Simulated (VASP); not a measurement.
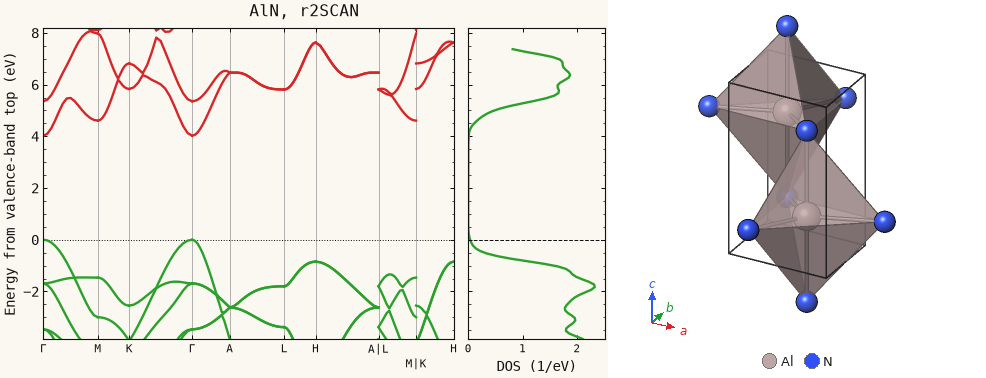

Band structure and density of states, beside the structure. Energies are counted from the top of the valence band. The DOS curve is built from the levels of the k mesh with Gaussians 0.55 eV wide, which also blur the band edges; ripples of that width can come from the mesh.

The material is AlN, space group P6_3/mmc, 4 atoms in the cell; a = 3.301 Å, c = 4.138 Å (hexagonal axes).

Method: r2SCAN, VASP PAW PBE potentials, release 64 (Al, N), no spin polarisation, no spin-orbit coupling, 9×9×6 k mesh, 520 eV cutoff (VASP 6.6.1).

**What does the band structure say about the gap?**

An insulator. The gap along this path is 4.02 eV and direct: both edges lie at Γ.

**What are the direct gaps at K, Γ and A?**

The direct gaps are 8.38 eV at K, 4.02 eV at Γ and 9.08 eV at A.

**How much do the top valence band and the lowest conduction band disperse along the path?**

The top valence band spans 2.9 eV and the lowest conduction band 3.6 eV.

**How many bands meet at the valence-band top?**

The top valence level at Γ is a single band, not degenerate (spin aside).

The PAW data sets were made with another functional. LDA, GGA and most meta-GGA functionals understate gaps. The usual form of AlN is wurtzite. The cell was derived from a database entry in an earlier step, so it needn't be the measured one.
